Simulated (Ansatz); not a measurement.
# Ti$_{9}$O$_{16}$ (charge +4): geometry relaxation (part 2 of 3)

Ti$_{9}$O$_{16}$ (defect cell, 25 atoms in the cell, total charge +4); DFT PBE, scalar-relativistic, plane waves, PAW, no spin polarisation (Ansatz 0.2.0); cutoff 420 eV, 3×3×3 k-mesh, Gaussian smearing of 0.02 eV. The structure derives from an entry of the Crystallography Open Database.

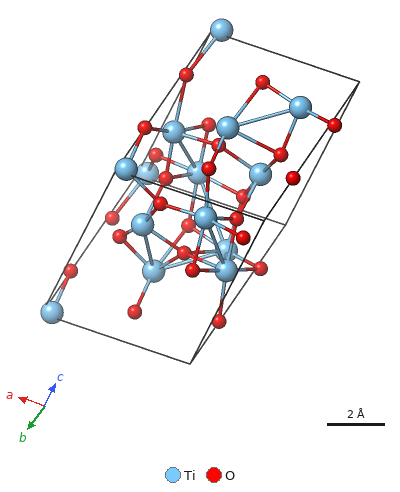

The geometry at step 7 of the log (ball-and-stick view of the cell of the calculation, seen at an oblique angle).

Log, continued:
```
SCF iter   1: F=—  HF=-31657.352839 eV  |F-HF|=—  |Δ(HF+E_count)|=         —  Δρ=1.48e-2  dr2=4.17e-1  ethr=2.08e-4  ⟨swp⟩=1.6  Hψ=5578  notcnv=0  defer=263
preconditioner: auto → Resta (q_TF=auto, 2.619 Å⁻¹)  ε∞=8.5  [insulator: Δε(μ)=2.261 eV  Ē_g=9.579 eV  σ=0.020 eV  W_gap=1.00  n_scr=68 (ndim 8)  ℏωp=26.3 eV  f_vac=0.031  D(μ)=0.00/eV (n_scr^D=0)  ε∞_Penn≈8.5]
SCF iter   2: F=—  HF=-31657.277033 eV  |F-HF|=—  |Δ(HF+E_count)|=   7.58e-2  Δρ=7.29e-3  dr2=8.15e-2  ethr=2.08e-4  ⟨swp⟩=3.3  Hψ=2590  notcnv=0  defer=263
SCF iter   3: F=—  HF=-31657.264608 eV  |F-HF|=—  |Δ(HF+E_count)|=   1.24e-2  Δρ=3.32e-3  dr2=2.71e-2  ethr=4.07e-5  ⟨swp⟩=2.5  Hψ=2582  notcnv=0  defer=263
SCF iter   4: F=—  HF=-31657.260674 eV  |F-HF|=—  |Δ(HF+E_count)|=   3.93e-3  Δρ=9.90e-4  dr2=2.37e-3  ethr=1.36e-5  ⟨swp⟩=2.1  Hψ=2486  notcnv=0  defer=263
SCF iter   5: F=—  HF=-31657.260305 eV  |F-HF|=—  |Δ(HF+E_count)|=   3.69e-4  Δρ=6.00e-4  dr2=7.95e-4  ethr=1.19e-6  ⟨swp⟩=2.1  Hψ=2554  notcnv=0  defer=259
SCF iter   6: F=—  HF=-31657.260261 eV  |F-HF|=—  |Δ(HF+E_count)|=   4.46e-5  Δρ=2.15e-4  dr2=1.02e-4  ethr=3.97e-7  ⟨swp⟩=2.0  Hψ=2179  notcnv=0  defer=259
SCF iter   7: F=—  HF=-31657.260280 eV  |F-HF|=—  |Δ(HF+E_count)|=   1.94e-5  Δρ=9.47e-5  dr2=2.49e-5  ethr=5.11e-8  ⟨swp⟩=2.0  Hψ=2292  notcnv=0  defer=259
SCF iter   8: F=-31657.260285 eV  HF=-31657.260284 eV  |F-HF|=5.40e-7  |Δ(HF+E_count)|=   4.51e-6  Δρ=3.31e-5  dr2=2.90e-6  ethr=4.72e-9  ⟨swp⟩=18.3  Hψ=16363  notcnv=0
SCF 4 converged in 8 iterations: F = -31657.260285 eV  dr2 = 2.90e-6
relax step   4: F+E_penalty+E_count = -31657.26028498 eV  Δ(F+E_penalty+E_count) = -9.108e-2 eV  max|allowed force component| = 2.381e-1 eV/Å  Δτ_max = 0.1025 Å  (8 SCF iters, dr2 threshold 9.43e-6 eV, accepted)
SCF iter   1: F=—  HF=-31657.577360 eV  |F-HF|=—  |Δ(HF+E_count)|=         —  Δρ=1.79e-2  dr2=9.45e-1  ethr=2.61e-3  ⟨swp⟩=4.9  Hψ=3989  notcnv=0  defer=146
preconditioner: auto → Resta (q_TF=auto, 2.619 Å⁻¹)  ε∞=8.6  [insulator: Δε(μ)=2.267 eV  Ē_g=9.558 eV  σ=0.020 eV  W_gap=1.00  n_scr=68 (ndim 8)  ℏωp=26.3 eV  f_vac=0.030  D(μ)=0.00/eV (n_scr^D=0)  ε∞_Penn≈8.6]
SCF iter   2: F=—  HF=-31657.407740 eV  |F-HF|=—  |Δ(HF+E_count)|=   1.70e-1  Δρ=8.74e-3  dr2=1.58e-1  ethr=4.73e-4  ⟨swp⟩=2.1  Hψ=2137  notcnv=0  defer=260
SCF iter   3: F=—  HF=-31657.378711 eV  |F-HF|=—  |Δ(HF+E_count)|=   2.90e-2  Δρ=4.27e-3  dr2=5.99e-2  ethr=7.90e-5  ⟨swp⟩=2.9  Hψ=2542  notcnv=0  defer=260
SCF iter   4: F=—  HF=-31657.368973 eV  |F-HF|=—  |Δ(HF+E_count)|=   9.74e-3  Δρ=1.62e-3  dr2=7.29e-3  ethr=2.99e-5  ⟨swp⟩=2.4  Hψ=2536  notcnv=0  defer=260
SCF iter   5: F=—  HF=-31657.368023 eV  |F-HF|=—  |Δ(HF+E_count)|=   9.49e-4  Δρ=7.74e-4  dr2=1.29e-3  ethr=3.65e-6  ⟨swp⟩=2.1  Hψ=2492  notcnv=0  defer=260
SCF iter   6: F=—  HF=-31657.367719 eV  |F-HF|=—  |Δ(HF+E_count)|=   3.05e-4  Δρ=3.27e-4  dr2=2.77e-4  ethr=6.45e-7  ⟨swp⟩=2.0  Hψ=2420  notcnv=0  defer=260
SCF iter   7: F=—  HF=-31657.367736 eV  |F-HF|=—  |Δ(HF+E_count)|=   1.75e-5  Δρ=1.43e-4  dr2=5.50e-5  ethr=1.39e-7  ⟨swp⟩=2.0  Hψ=2201  notcnv=0  defer=260
SCF iter   8: F=—  HF=-31657.367749 eV  |F-HF|=—  |Δ(HF+E_count)|=   1.34e-5  Δρ=5.50e-5  dr2=8.18e-6  ethr=2.75e-8  ⟨swp⟩=2.0  Hψ=2366  notcnv=0  defer=260
SCF iter   9: F=-31657.367751 eV  HF=-31657.367752 eV  |F-HF|=1.15e-6  |Δ(HF+E_count)|=   2.66e-6  Δρ=3.28e-5  dr2=3.14e-6  ethr=1.77e-9  ⟨swp⟩=17.7  Hψ=16165  notcnv=0
SCF 5 converged in 9 iterations: F = -31657.367751 eV  dr2 = 3.14e-6
relax step   5: F+E_penalty+E_count = -31657.36775095 eV  Δ(F+E_penalty+E_count) = -1.075e-1 eV  max|allowed force component| = 3.178e-1 eV/Å  Δτ_max = 0.2000 Å  (9 SCF iters, dr2 threshold 3.54e-6 eV, accepted)
iter 1 solved again at ethr=3.89e-4 eV; its pass at ethr=3.10e-3 eV (dr2=7.78e-1 eV) is discarded
SCF iter   1: F=—  HF=-31657.583209 eV  |F-HF|=—  |Δ(HF+E_count)|=         —  Δρ=2.25e-2  dr2=7.87e-1  ethr=3.89e-4  ⟨swp⟩=1.0  Hψ=6452  notcnv=0  defer=178
preconditioner: auto → Resta (q_TF=auto, 2.619 Å⁻¹)  ε∞=8.7  [insulator: Δε(μ)=2.355 eV  Ē_g=9.492 eV  σ=0.020 eV  W_gap=1.00  n_scr=68 (ndim 8)  ℏωp=26.3 eV  f_vac=0.032  D(μ)=0.00/eV (n_scr^D=0)  ε∞_Penn≈8.7]
SCF iter   2: F=—  HF=-31657.435156 eV  |F-HF|=—  |Δ(HF+E_count)|=   1.48e-1  Δρ=1.09e-2  dr2=1.58e-1  ethr=3.89e-4  ⟨swp⟩=2.5  Hψ=2503  notcnv=0  defer=178
SCF iter   3: F=—  HF=-31657.412007 eV  |F-HF|=—  |Δ(HF+E_count)|=   2.31e-2  Δρ=4.48e-3  dr2=4.73e-2  ethr=7.91e-5  ⟨swp⟩=2.4  Hψ=2766  notcnv=0  defer=271
SCF iter   4: F=—  HF=-31657.404966 eV  |F-HF|=—  |Δ(HF+E_count)|=   7.04e-3  Δρ=1.28e-3  dr2=3.91e-3  ethr=2.36e-5  ⟨swp⟩=2.1  Hψ=2469  notcnv=0  defer=271
SCF iter   5: F=—  HF=-31657.404356 eV  |F-HF|=—  |Δ(HF+E_count)|=   6.10e-4  Δρ=6.57e-4  dr2=1.05e-3  ethr=1.96e-6  ⟨swp⟩=2.0  Hψ=2754  notcnv=0  defer=271
SCF iter   6: F=—  HF=-31657.404273 eV  |F-HF|=—  |Δ(HF+E_count)|=   8.32e-5  Δρ=2.55e-4  dr2=1.51e-4  ethr=5.25e-7  ⟨swp⟩=2.0  Hψ=2190  notcnv=0  defer=271
SCF iter   7: F=—  HF=-31657.404294 eV  |F-HF|=—  |Δ(HF+E_count)|=   2.11e-5  Δρ=1.40e-4  dr2=5.47e-5  ethr=7.57e-8  ⟨swp⟩=2.0  Hψ=2181  notcnv=0  defer=271
SCF iter   8: F=-31657.404297 eV  HF=-31657.404296 eV  |F-HF|=9.13e-7  |Δ(HF+E_count)|=   1.73e-6  Δρ=4.13e-5  dr2=4.90e-6  ethr=1.90e-8  ⟨swp⟩=16.9  Hψ=16248  notcnv=0
SCF 6 converged in 8 iterations: F = -31657.404297 eV  dr2 = 4.90e-6
relax step   6: F+E_penalty+E_count = -31657.40429655 eV  Δ(F+E_penalty+E_count) = -3.655e-2 eV  max|allowed force component| = 1.568e-1 eV/Å  Δτ_max = 0.2000 Å  (8 SCF iters, dr2 threshold 3.79e-5 eV, accepted)
SCF iter   1: F=—  HF=-31657.446823 eV  |F-HF|=—  |Δ(HF+E_count)|=         —  Δρ=7.78e-3  dr2=9.56e-2  ethr=4.74e-4  ⟨swp⟩=4.0  Hψ=3817  notcnv=0  defer=265
preconditioner: auto → Resta (q_TF=auto, 2.619 Å⁻¹)  ε∞=8.6  [insulator: Δε(μ)=2.405 eV  Ē_g=9.523 eV  σ=0.020 eV  W_gap=1.00  n_scr=68 (ndim 8)  ℏωp=26.3 eV  f_vac=0.031  D(μ)=0.00/eV (n_scr^D=0)  ε∞_Penn≈8.6]
SCF iter   2: F=—  HF=-31657.427929 eV  |F-HF|=—  |Δ(HF+E_count)|=   1.89e-2  Δρ=3.92e-3  dr2=2.34e-2  ethr=4.78e-5  ⟨swp⟩=2.0  Hψ=2124  notcnv=0  defer=265
SCF iter   3: F=—  HF=-31657.424317 eV  |F-HF|=—  |Δ(HF+E_count)|=   3.61e-3  Δρ=2.02e-3  dr2=9.71e-3  ethr=1.17e-5  ⟨swp⟩=2.1  Hψ=2845  notcnv=0  defer=265
SCF iter   4: F=—  HF=-31657.422696 eV  |F-HF|=—  |Δ(HF+E_count)|=   1.62e-3  Δρ=5.80e-4  dr2=7.99e-4  ethr=4.86e-6  ⟨swp⟩=2.0  Hψ=2242  notcnv=0  defer=265
SCF iter   5: F=—  HF=-31657.422366 eV  |F-HF|=—  |Δ(HF+E_count)|=   3.30e-4  Δρ=2.28e-4  dr2=1.19e-4  ethr=4.00e-7  ⟨swp⟩=2.0  Hψ=2188  notcnv=0  defer=265
SCF iter   6: F=—  HF=-31657.422367 eV  |F-HF|=—  |Δ(HF+E_count)|=   6.86e-7  Δρ=9.14e-5  dr2=2.20e-5  ethr=5.94e-8  ⟨swp⟩=2.0  Hψ=2264  notcnv=0  defer=265
SCF iter   7: F=—  HF=-31657.422369 eV  |F-HF|=—  |Δ(HF+E_count)|=   2.53e-6  Δρ=5.07e-5  dr2=7.05e-6  ethr=2.99e-9  ⟨swp⟩=16.9  Hψ=16244  notcnv=0
SCF iter   8: F=-31657.422370 eV  HF=-31657.422370 eV  |F-HF|=1.42e-7  |Δ(HF+E_count)|=   1.71e-7  Δρ=1.53e-5  dr2=7.13e-7  ethr=2.99e-9  ⟨swp⟩=10.6  Hψ=14008  notcnv=0
SCF 7 converged in 8 iterations: F = -31657.422370 eV  dr2 = 7.13e-7
relax step   7: F+E_penalty+E_count = -31657.42236971 eV  Δ(F+E_penalty+E_count) = -1.807e-2 eV  max|allowed force component| = 6.037e-2 eV/Å  Δτ_max = 0.0750 Å  (8 SCF iters, dr2 threshold 5.98e-6 eV, accepted)
SCF iter   1: F=—  HF=-31657.428048 eV  |F-HF|=—  |Δ(HF+E_count)|=         —  Δρ=2.60e-3  dr2=1.08e-2  ethr=5.85e-5  ⟨swp⟩=3.0  Hψ=3480  notcnv=0  defer=263
preconditioner: auto → Resta (q_TF=auto, 2.619 Å⁻¹)  ε∞=8.6  [insulator: Δε(μ)=2.412 eV  Ē_g=9.531 eV  σ=0.020 eV  W_gap=1.00  n_scr=68 (ndim 8)  ℏωp=26.3 eV  f_vac=0.031  D(μ)=0.00/eV (n_scr^D=0)  ε∞_Penn≈8.6]
SCF iter   2: F=—  HF=-31657.425859 eV  |F-HF|=—  |Δ(HF+E_count)|=   2.19e-3  Δρ=1.31e-3  dr2=2.74e-3  ethr=5.42e-6  ⟨swp⟩=1.9  Hψ=2080  notcnv=0  defer=263
SCF iter   3: F=—  HF=-31657.425350 eV  |F-HF|=—  |Δ(HF+E_count)|=   5.09e-4  Δρ=5.36e-4  dr2=7.78e-4  ethr=1.37e-6  ⟨swp⟩=2.0  Hψ=2847  notcnv=0  defer=263
SCF iter   4: F=—  HF=-31657.425229 eV  |F-HF|=—  |Δ(HF+E_count)|=   1.22e-4  Δρ=1.64e-4  dr2=6.71e-5  ethr=3.89e-7  ⟨swp⟩=2.0  Hψ=2159  notcnv=0  defer=263
SCF iter   5: F=—  HF=-31657.424966 eV  |F-HF|=—  |Δ(HF+E_count)|=   2.63e-4  Δρ=7.95e-5  dr2=1.70e-5  ethr=3.36e-8  ⟨swp⟩=2.0  Hψ=2300  notcnv=0  defer=263
SCF iter   6: F=—  HF=-31657.424964 eV  |F-HF|=—  |Δ(HF+E_count)|=   1.45e-6  Δρ=3.23e-5  dr2=3.16e-6  ethr=8.52e-9  ⟨swp⟩=2.0  Hψ=2159  notcnv=0  defer=263
SCF iter   7: F=—  HF=-31657.424964 eV  |F-HF|=—  |Δ(HF+E_count)|=   2.41e-7  Δρ=1.85e-5  dr2=9.20e-7  ethr=1.58e-9  ⟨swp⟩=2.0  Hψ=2306  notcnv=0  defer=263
SCF iter   8: F=-31657.424964 eV  HF=-31657.424964 eV  |F-HF|=2.21e-8  |Δ(HF+E_count)|=   2.87e-9  Δρ=5.96e-6  dr2=1.20e-7  ethr=2.70e-10  ⟨swp⟩=14.6  Hψ=12732  notcnv=0
SCF 8 converged in 8 iterations: F = -31657.424964 eV  dr2 = 1.20e-7
  greatest PAW one-centre occupation: 0.999 electrons in one spin orbital (limit 2), on the Ti atom at site 4 (counted from 0), in its partial waves of l = 0
relax step   8: F+E_penalty+E_count = -31657.42496449 eV  Δ(F+E_penalty+E_count) = -2.595e-3 eV  max|allowed force component| = 2.183e-2 eV/Å  Δτ_max = 0.0225 Å  (8 SCF iters, dr2 threshold 5.41e-7 eV, accepted)
SCF iter   1: F=—  HF=-31657.425592 eV  |F-HF|=—  |Δ(HF+E_count)|=         —  Δρ=6.56e-4  dr2=6.23e-4  ethr=3.01e-6  ⟨swp⟩=2.0  Hψ=3436  notcnv=0  defer=263
preconditioner: auto → Resta (q_TF=auto, 2.619 Å⁻¹)  ε∞=8.6  [insulator: Δε(μ)=2.411 eV  Ē_g=9.530 eV  σ=0.020 eV  W_gap=1.00  n_scr=68 (ndim 8)  ℏωp=26.3 eV  f_vac=0.031  D(μ)=0.00/eV (n_scr^D=0)  ε∞_Penn≈8.6]
SCF iter   2: F=—  HF=-31657.425471 eV  |F-HF|=—  |Δ(HF+E_count)|=   1.21e-4  Δρ=3.28e-4  dr2=1.48e-4  ethr=3.11e-7  ⟨swp⟩=1.1  Hψ=2018  notcnv=0  defer=263
SCF iter   3: F=—  HF=-31657.425447 eV  |F-HF|=—  |Δ(HF+E_count)|=   2.33e-5  Δρ=1.65e-4  dr2=6.65e-5  ethr=7.38e-8  ⟨swp⟩=2.0  Hψ=2761  notcnv=0  defer=263
SCF iter   4: F=—  HF=-31657.425192 eV  |F-HF|=—  |Δ(HF+E_count)|=   2.56e-4  Δρ=3.92e-5  dr2=3.68e-6  ethr=3.33e-8  ⟨swp⟩=2.0  Hψ=2159  notcnv=0  defer=263
SCF iter   5: F=—  HF=-31657.425192 eV  |F-HF|=—  |Δ(HF+E_count)|=   3.08e-7  Δρ=1.93e-5  dr2=8.19e-7  ethr=1.84e-9  ⟨swp⟩=2.0  Hψ=2162  notcnv=0  defer=263
SCF iter   6: F=—  HF=-31657.425191 eV  |F-HF|=—  |Δ(HF+E_count)|=   6.86e-8  Δρ=7.92e-6  dr2=1.73e-7  ethr=4.10e-10  ⟨swp⟩=2.0  Hψ=2365  notcnv=0  defer=263
SCF iter   7: F=-31657.425191 eV  HF=-31657.425191 eV  |F-HF|=1.03e-8  |Δ(HF+E_count)|=   3.80e-9  Δρ=3.41e-6  dr2=3.40e-8  ethr=5.00e-11  ⟨swp⟩=12.2  Hψ=11617  notcnv=0
SCF 9 converged in 7 iterations: F = -31657.425191 eV  dr2 = 3.40e-8
relax step   9: F+E_penalty+E_count = -31657.42519144 eV  Δ(F+E_penalty+E_count) = -2.269e-4 eV  max|allowed force component| = 7.076e-3 eV/Å  Δτ_max = 0.0057 Å  (7 SCF iters, accepted)
SCF converged after 7 iterations
Free energy (F): -31657.425191 eV
Harris-Foulkes:  -31657.425191 eV  (|F-HF|=1.03e-8)
Internal energy: -31657.425191 eV  (E = F + TS)
E sigma→0 (E₀):  -31657.425191 eV
Fermi energy:    10.446845 eV
--- Per-component energies (eV) ---
  E_band       = -1674.685794
  E_kinetic    = 5196.647969
  E_local      = -12946.804767  (includes V_loc(G=0)·N_el)
  E_nonlocal   = 774.657318
  E_hartree    = 4965.058526
  E_xc         = -2034.933382
  E_vxc        = -2574.361233  (∫ρ·V_xc dr)
  E_paw        = -11921.308285  (= ΣΔE_a)
  E_vpaw       = -2054.981929  (= ΣTr[D̂ρ^β])
  E_aug_tail   = 0.039907  (compensation charges beyond the density's cutoff)
  E_ewald      = -15690.782479
  E_smearing   = -0.000000  (= −TS)
  E_closure    = 0.000000  (closes the sum)
  E_deformation_potential = 79.951651  (in the stress; not in F)
  Σ components = -31657.425191   (vs F -31657.425191, Δ=0.00e0)
--- Forces (eV/Å), atoms counted from 1 ---
  atom   1  Ti     0.00042938     0.00018863     0.00279622
  atom   2  Ti    -0.00206360    -0.00604062    -0.00041971
  atom   3  Ti    -0.00091219    -0.00019706     0.00096164
  atom   4  Ti     0.00047739     0.00707556     0.00098187
  atom   5  Ti    -0.00148308     0.00013953    -0.00042124
  atom   6  Ti    -0.00259616    -0.00102327    -0.00125373
  atom   7  Ti     0.00170644     0.00022780    -0.00064097
  atom   8  Ti     0.00188589     0.00226353    -0.00055398
  atom   9  O     -0.00312826    -0.00240888     0.00164065
  atom  10  O     -0.00153570    -0.00071668     0.00049805
  atom  11  O      0.00039306     0.00050115     0.00161908
  atom  12  O      0.00160342     0.00209048    -0.00210530
  atom  13  O     -0.00190098     0.00236930    -0.00310857
  atom  14  O     -0.00099987    -0.00038858    -0.00027487
  atom  15  O     -0.00229591     0.00188060    -0.00126518
  atom  16  O     -0.00074205     0.00142793     0.00105655
  atom  17  O      0.00014381     0.00000717     0.00118808
  atom  18  O     -0.00078454    -0.00069019    -0.00136104
  atom  19  O      0.00241527     0.00184698     0.00236685
  atom  20  O      0.00210096    -0.00063786     0.00078171
  atom  21  O      0.00185488    -0.00223782    -0.00155315
  atom  22  O      0.00153948    -0.00228581     0.00280387
  atom  23  O      0.00260777    -0.00307809    -0.00250838
  atom  24  O      0.00162009    -0.00099129    -0.00080828
  atom  25  Ti    -0.00033468     0.00067618    -0.00038276
  max |Σ_I F_I| component: 3.74e-5 eV/Å
--- Band table (eV; the first three rows and the last of 14) ---
  k-point 0: bands = ["-47.1730", "-47.1715", "-47.0034", "-46.9988", "-46.9081", "-46.9040", "-46.9019", "-46.8966", "-46.5135", "-23.6135", "-23.5349", "-23.4971", "-23.4451", "-23.4120", "-23.4073", "-23.3938", "-23.3738", "-23.3234", "-23.3021", "-23.2642", "-23.2616", "-23.2410", "-23.2163", "-23.2162", "-23.1831", "-23.1642", "-23.1609", "-23.1342", "-23.1280", "-23.0966", "-23.0830", "-23.0687", "-23.0459", "-22.8274", "-22.7669", "-22.7352", "-8.3876", "-7.3746", "-7.3561", "-7.3122", "-7.2763", "-7.1474", "-7.0973", "-7.0713", "-7.0589", "-7.0207", "-6.8869", "-6.8637", "-6.8533", "-6.7770", "-6.6932", "-6.4450", "4.0327", "4.6815", "4.7144", "4.9667", "4.9886", "5.0199", "5.1133", "5.1251", "5.1579", "5.1826", "5.3057", "5.3530", "5.5205", "5.8067", "5.8107", "5.9750", "6.0544", "6.1492", "6.2286", "6.3624", "6.4496", "6.6126", "6.8261", "6.8890", "6.9949", "7.1932", "7.2384", "7.3360", "7.4401", "7.5005", "7.5599", "7.5965", "7.7246", "7.8769", "7.9477", "7.9513", "8.0157", "8.1006", "8.1526", "8.2073", "8.2406", "8.2702", "8.3190", "8.4838", "8.9037", "8.9047", "9.0621", "9.2308", "11.7798", "11.9032", "12.0792", "12.2286", "12.3006", "12.3372", "12.3615", "12.4560", "12.4659", "12.5718", "12.5835", "12.7357", "12.7860", "12.8331", "12.9253", "13.0245", "13.1018", "13.1179", "13.1573", "13.2316", "13.3494", "13.4438", "13.6273", "13.6710", "13.9075"]
```
